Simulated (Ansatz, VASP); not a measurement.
## GaP (GaP(110)) in two plane-wave programs

One calculation is typed for both programs; each brings its own data sets and cutoff. How far apart do they land? The structure shown is the end of the VASP relaxation below.

Method: plane waves, with VASP 6.6.1 beside it; single point at PBE and band structure at PBE, in Ansatz 0.2.0.

## (1) Set-up

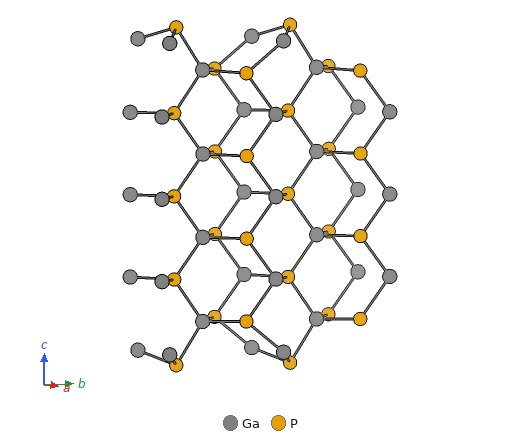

Start, viewed from the side, with the c axis up; gallium grey, phosphorus orange. 1×2×1 cells are drawn. Some periodic images of atoms are drawn too.

The cell holds 18 atoms: 9 Ga and 9 P. Cell: a = 4.030 Å, b = 5.700 Å, c = 31.438 Å, α = 90.0°, β = 90.0°, γ = 90.0°. It derives from GaP. As first built, before any earlier steps moved the atoms: 9 layers, strained by +3 % in the plane. Vacuum lies along c.

## (2) VASP: relaxation, PBE

This run makes the geometry at which the two programs are then compared.

Lines of VASP's logs that name or quote its potential files are left out, and so is its time.

Contents of INCAR:

```
SYSTEM = GaP
PREC = Normal
ENCUT = 320
EDIFF = 1E-05
NELM = 120
ISMEAR = 0
SIGMA = 0.03
LREAL = Auto
ALGO = Fast
GGA = PE
NBANDS = 54
LORBIT = 11
LWAVE = .FALSE.
LCHARG = .FALSE.
KPAR = 2
NCORE = 2
IBRION = 2
NSW = 60
ISIF = 2
EDIFFG = -0.03
POTIM = 0.4
MAXMIX = 40
IDIPOL = 3
LDIPOL = .TRUE.
DIPOL = 0.5 0.5 0.5
```

Contents of POSCAR:

```
GaP
1.0
    4.0304553866      0.0000000000      0.0000000000
    0.0000000000      5.6999246702      0.0000000000
    0.0000000000      0.0000000000     31.4376076612
Ga P
9 9
Direct
    0.0000000000      0.0000000000      0.2544722900
    0.5000000000      0.5000000000      0.3158542200
    0.0000000000      0.0000000000      0.3772361400
    0.5000000000      0.5000000000      0.4386180700
    0.0000000000      0.0000000000      0.5000000000
    0.5000000000      0.5000000000      0.5613819300
    0.0000000000      0.0000000000      0.6227638600
    0.5000000000      0.5000000000      0.6841457800
    0.0000000000      0.0000000000      0.7455277100
    0.0000000000      0.7500000000      0.3158542200
    0.5000000000      0.2500000000      0.2544722900
    0.0000000000      0.7500000000      0.4386180700
    0.5000000000      0.2500000000      0.3772361400
    0.0000000000      0.7500000000      0.5613819300
    0.5000000000      0.2500000000      0.5000000000
    0.0000000000      0.7500000000      0.6841457800
    0.5000000000      0.2500000000      0.6227638600
    0.5000000000      0.2500000000      0.7455277100
```

Contents of KPOINTS:

```
Automatic mesh
0
Gamma
6 4 1
0 0 0
```

PAW data sets: Ga and P (PBE family, release 64).

Started as:

```bash
$ mpirun -np 4 vasp_std
```

Numbers of over 12 decimals in the logs are rounded to 6 here.

The program printed:

```text
[banner, memory and clock lines left out]
running    4 mpi-ranks, on    1 nodes
 distrk:  each k-point on    2 cores,    2 groups
 distr:  one band on    2 cores,    1 groups

 POSCAR found type information on POSCAR GaP
 POSCAR found :  2 types and      18 ions
 LDA part: xc-table for (Slater+PW92), standard interpolation
 POSCAR, INCAR and KPOINTS ok, starting setup
 FFT: planning ... GRIDC
 FFT: planning ... GRID_SOFT
 FFT: planning ... GRID
 WAVECAR not read
 entering main loop
       N       E                     dE             d eps       ncg     rms          rms(c)
DAV:   1     0.288844540366E+03    0.28884E+03   -0.18876E+04  1296   0.692E+02
DAV:   2    -0.452237572217E+02   -0.33407E+03   -0.32170E+03  1720   0.154E+02
DAV:   3    -0.797464624981E+02   -0.34523E+02   -0.34061E+02  1576   0.504E+01
DAV:   4    -0.811701547381E+02   -0.14237E+01   -0.14186E+01  1784   0.116E+01
DAV:   5    -0.812166742988E+02   -0.46520E-01   -0.46483E-01  1742   0.199E+00    0.136E+01
RMM:   6    -0.783478052898E+02    0.28689E+01   -0.41100E+00  1296   0.435E+00    0.799E+00
RMM:   7    -0.781162706830E+02    0.23153E+00   -0.43114E+00  1296   0.440E+00    0.261E+00
RMM:   8    -0.780216870234E+02    0.94584E-01   -0.76479E-01  1296   0.228E+00    0.650E-01
RMM:   9    -0.779983754887E+02    0.23312E-01   -0.64576E-02  1334   0.817E-01    0.274E-01
RMM:  10    -0.780018709588E+02   -0.34955E-02   -0.24114E-02  1510   0.398E-01    0.222E-01
RMM:  11    -0.780016959095E+02    0.17505E-03   -0.56349E-03  1298   0.201E-01    0.808E-02
RMM:  12    -0.780022943904E+02   -0.59848E-03   -0.15816E-03  1378   0.116E-01    0.535E-02
RMM:  13    -0.780025064965E+02   -0.21211E-03   -0.43578E-04  1452   0.551E-02    0.326E-02
RMM:  14    -0.780027430531E+02   -0.23656E-03   -0.26354E-04  1279   0.356E-02    0.216E-02
RMM:  15    -0.780027757567E+02   -0.32704E-04   -0.50579E-05  1011   0.174E-02    0.919E-03
RMM:  16    -0.780029081272E+02   -0.13237E-03   -0.33788E-05   964   0.135E-02    0.115E-02
RMM:  17    -0.780029400561E+02   -0.31929E-04   -0.23862E-05   915   0.919E-03    0.448E-03
RMM:  18    -0.780029699161E+02   -0.29860E-04   -0.13458E-05   895   0.765E-03    0.573E-03
RMM:  19    -0.780029876085E+02   -0.17692E-04   -0.36462E-06   814   0.411E-03    0.183E-03
RMM:  20    -0.780030096918E+02   -0.22083E-04   -0.11769E-06   550   0.268E-03    0.187E-03
RMM:  21    -0.780030292870E+02   -0.19595E-04   -0.99673E-07   551   0.277E-03    0.147E-03
RMM:  22    -0.780030359041E+02   -0.66171E-05   -0.92343E-07   602   0.279E-03
   1 F= -.78003036E+02 E0= -.78003036E+02  d E =-.780030E+02
[... from here on, the cycles between the ionic steps are left out ...]
   2 F= -.78561423E+02 E0= -.78561423E+02  d E =-.558387E+00
  10 F= -.79515700E+02 E0= -.79515700E+02  d E =-.197802E-01
  11 F= -.79526971E+02 E0= -.79526971E+02  d E =-.112710E-01
  12 F= -.79528815E+02 E0= -.79528815E+02  d E =-.131146E-01
  13 F= -.79528956E+02 E0= -.79528956E+02  d E =-.132557E-01
  14 F= -.79532299E+02 E0= -.79532299E+02  d E =-.334321E-02
  15 F= -.79532436E+02 E0= -.79532436E+02  d E =-.348033E-02
  16 F= -.79535510E+02 E0= -.79535510E+02  d E =-.307337E-02
  17 F= -.79537032E+02 E0= -.79537032E+02  d E =-.459536E-02
  18 F= -.79539023E+02 E0= -.79539023E+02  d E =-.199107E-02
  19 F= -.79540963E+02 E0= -.79540963E+02  d E =-.393091E-02
 curvature:  -6.39 expect dE=-0.572E-02 dE for cont linesearch -0.366E-06
 trial: gam=-0.00539 g(F)=  0.895E-03 g(S)=  0.000E+00 ort = 0.276E-04 (trialstep = 0.122E+01)
 search vector abs. value=  0.895E-03
 bond charge predicted
       N       E                     dE             d eps       ncg     rms          rms(c)
DAV:   1    -0.795416767339E+02   -0.70863E-03   -0.14522E-02  1528   0.354E-01    0.676E-02
RMM:   2    -0.795418150741E+02   -0.13834E-03   -0.11195E-03  1296   0.115E-01    0.863E-02
RMM:   3    -0.795417771152E+02    0.37959E-04   -0.20601E-04  1310   0.513E-02    0.209E-02
RMM:   4    -0.795417752490E+02    0.18661E-05   -0.75604E-05  1295   0.282E-02
  20 F= -.79541775E+02 E0= -.79541775E+02  d E =-.812641E-03
 trial-energy change:   -0.000813  1 .order   -0.000783   -0.001092   -0.000473
 step:   2.1548(harm=  2.1548)  dis= 0.00392  next Energy=   -79.541926 (dE=-0.964E-03)
 reached required accuracy - stopping structural energy minimisation
```

Parts of OUTCAR (step 2):

```text
ion  position               nearest neighbor table
   1  0.000  0.000  0.254-  10 2.40  11 2.47  11 2.47
   2  0.500  0.500  0.316-  13 2.40  11 2.40  10 2.47  10 2.47
   3  0.000  0.000  0.377-  10 2.40  12 2.40  13 2.47  13 2.47
   4  0.500  0.500  0.439-  13 2.40  15 2.40  12 2.47  12 2.47
   5  0.000  0.000  0.500-  12 2.40  14 2.40  15 2.47  15 2.47
   6  0.500  0.500  0.561-  17 2.40  15 2.40  14 2.47  14 2.47
   7  0.000  0.000  0.623-  16 2.40  14 2.40  17 2.47  17 2.47
   8  0.500  0.500  0.684-  17 2.40  18 2.40  16 2.47  16 2.47
   9  0.000  0.000  0.746-  16 2.40  18 2.47  18 2.47
  10  0.000  0.750  0.316-   3 2.40   1 2.40   2 2.47   2 2.47
  11  0.500  0.250  0.254-   2 2.40   1 2.47   1 2.47
  12  0.000  0.750  0.439-   3 2.40   5 2.40   4 2.47   4 2.47
  13  0.500  0.250  0.377-   2 2.40   4 2.40   3 2.47   3 2.47
  14  0.000  0.750  0.561-   7 2.40   5 2.40   6 2.47   6 2.47
  15  0.500  0.250  0.500-   4 2.40   6 2.40   5 2.47   5 2.47
  16  0.000  0.750  0.684-   7 2.40   9 2.40   8 2.47   8 2.47
  17  0.500  0.250  0.623-   8 2.40   6 2.40   7 2.47   7 2.47
  18  0.500  0.250  0.746-   8 2.40   9 2.47   9 2.47

  LATTYP: Found a simple orthorhombic cell.
 ALAT       =     4.0304553866
 B/A-ratio  =     1.4142135624
 C/A-ratio  =     7.8000138063

 Subroutine GETGRP returns: Found  4 space group operations
 (whereof  4 operations were pure point group operations)

The static configuration has the point symmetry C_2v.

 Found     12 irreducible k-points:

   k-points           NKPTS =     12   k-points in BZ     NKDIM =     12   number of bands    NBANDS=     54

   dimension x,y,z NGX =    18 NGY =   28 NGZ =  140
   dimension x,y,z NGXF=    36 NGYF=   56 NGZF=  280

   ENCUT  =  320.0 eV  23.52 Ry    4.85 a.u.   5.88  8.31 45.85*2*pi/ulx,y,z

   NELECT =      72.0000    total number of electrons

 k-points in reciprocal lattice and weights: Automatic mesh
   0.00000000  0.00000000  0.00000000       0.042
   0.16666667  0.00000000  0.00000000       0.083
   0.33333333  0.00000000  0.00000000       0.083
   0.50000000  0.00000000  0.00000000       0.042
   0.00000000  0.25000000  0.00000000       0.083
   0.16666667  0.25000000  0.00000000       0.167
   0.33333333  0.25000000  0.00000000       0.167
   0.50000000  0.25000000  0.00000000       0.083
   0.00000000  0.50000000  0.00000000       0.042
   0.16666667  0.50000000  0.00000000       0.083
   0.33333333  0.50000000  0.00000000       0.083
   0.50000000  0.50000000  0.00000000       0.042

 dipolmoment           0.000000      0.000000      0.000000 electrons x Angstroem

 average (electrostatic) potential at core
       1 -18.2572       2 -18.0073       3 -18.0952       4 -18.0598       5 -18.0801
       6 -18.0598       7 -18.0952       8 -18.0073       9 -18.2572      10 -89.0017
      11 -88.5549      12 -89.0063      13 -88.9487      14 -89.0063      15 -88.9755
      16 -89.0017      17 -88.9487      18 -88.5549

 E-fermi :  -0.9752

 k-point     1 :       0.0000    0.0000    0.0000
  band No.  band energies     occupation
    ...
     32      -1.3930      2.00000
     33      -1.2133      2.00000
     34      -1.1939      2.00000
     35      -1.1327      2.00000
     36      -1.1049      2.00000
     37       0.2759      0.00000
     38       0.6112      0.00000
     39       0.6420      0.00000
     40       0.8954      0.00000
     41       0.9932      0.00000
    ...

 k-point     2 :       0.1667    0.0000    0.0000
  band No.  band energies     occupation
    ...
     32      -2.1177      2.00000
     33      -1.8826      2.00000
     34      -1.7440      2.00000
     35      -1.4861      2.00000
     36      -1.1794      2.00000
     37       1.1881      0.00000
     38       1.3671      0.00000
     39       1.5319      0.00000
     40       1.7536      0.00000
     41       1.8121      0.00000
    ...

 k-point     3 :       0.3333    0.0000    0.0000
  band No.  band energies     occupation
    ...
     32      -2.5595      2.00000
     33      -2.4563      2.00000
     34      -2.0444      2.00000
     35      -1.7023      2.00000
     36      -1.3982      2.00000
     37       0.6033      0.00000
     38       0.7495      0.00000
     39       1.0277      0.00000
     40       1.3411      0.00000
     41       1.5348      0.00000
    ...

  Total      -14.4085377     -9.1009871     -0.4515335      0.0000000      0.0000000      0.0000000
  in kB      -31.9637530    -20.1895370     -1.0016774      0.0000000      0.0000000      0.0000000
  external PRESSURE =     -17.7183225 kB  Pullay stress =       0.0000000 kB

  energy-cutoff  :      320.00
  volume of cell :      722.23
      direct lattice vectors                 reciprocal lattice vectors
     4.030455387  0.000000000  0.000000000     0.248110921  0.000000000  0.000000000
     0.000000000  5.699924670  0.000000000     0.000000000  0.175440915  0.000000000
     0.000000000  0.000000000 31.437607661     0.000000000  0.000000000  0.031809036

 POSITION                                       TOTAL-FORCE (eV/Angst)
 -----------------------------------------------------------------------------------
      0.00000      0.34867      8.45813         0.000000     -0.007478      0.003447
      2.01523      2.79595      9.85317         0.000000     -0.004096      0.023945
      0.00000      5.66402     11.87889        -0.000000     -0.012371     -0.024354
      2.01523      2.80531     13.77600         0.000000     -0.003732      0.005477
      0.00000      5.66528     15.71880         0.000000      0.024564     -0.000000
      2.01523      2.80531     17.66161         0.000000     -0.003732     -0.005477
      0.00000      5.66402     19.55872         0.000000     -0.012371      0.024354
      2.01523      2.79595     21.58444        -0.000000     -0.004096     -0.023945
      0.00000      0.34867     22.97948         0.000000     -0.007478     -0.003447
      4.03046      4.18628      9.93011         0.000000     -0.014152      0.011619
      2.01523      1.47317      7.83846         0.000000      0.016131      0.016617
      0.00000      4.20341     13.79257        -0.000000      0.010265      0.007192
      2.01523      1.36947     11.84027        -0.000000      0.006718     -0.013056
      0.00000      4.20341     17.64504        -0.000000      0.010265     -0.007192
      2.01523      1.36646     15.71880         0.000000     -0.007135     -0.000000
      0.00000      4.18628     21.50750         0.000000     -0.014152     -0.011619
      2.01523      1.36947     19.59733         0.000000      0.006718      0.013056
      2.01523      1.47317     23.59915         0.000000      0.016131     -0.016617
 -----------------------------------------------------------------------------------
    total drift:                                0.000000     -0.030644     -0.000006

  FREE ENERGIE OF THE ION-ELECTRON SYSTEM (eV)
  ---------------------------------------------------
  free  energy   TOTEN  =       -79.5417752490 eV

  energy  without entropy=      -79.5417752490  energy(sigma->0) =      -79.54177525

 reached required accuracy - stopping structural energy minimisation

 vacuum level on the upper side and lower side of the slab         4.036         4.036

 total charge
# of ion       s       p       d       tot
------------------------------------------
    1        1.133   1.006   0.114   2.252
    2        1.059   1.128   0.141   2.329
    3        1.060   1.132   0.136   2.328
    4        1.062   1.140   0.139   2.341
    5        1.061   1.136   0.138   2.334
    6        1.062   1.140   0.139   2.341
    7        1.060   1.132   0.136   2.328
    8        1.059   1.128   0.141   2.329
    9        1.133   1.006   0.114   2.252
   10        1.033   1.471   0.000   2.504
   11        1.071   1.404   0.000   2.475
   12        1.030   1.473   0.000   2.503
   13        1.032   1.468   0.000   2.500
   14        1.030   1.473   0.000   2.503
   15        1.030   1.473   0.000   2.503
   16        1.033   1.471   0.000   2.504
   17        1.032   1.468   0.000   2.500
   18        1.071   1.404   0.000   2.475
--------------------------------------------------
tot         19.052  23.052   1.198  43.302

[... 3 further parts left out ...]
```

(Continued in part 2 of 3.)

[Lines on the potential files, build, host, timing and source positions are cut from VASP's logs without a mark.]

[Logs are printed without paths, hosts, clocks, repeated set-up lines and the standing remarks that a program may print on its own settings, such as how far it seeks lower states.]

[Hosts, paths, dates, database ids (printed as entryN), source tags and the programs' standing remarks are cut or masked in the printed files.]
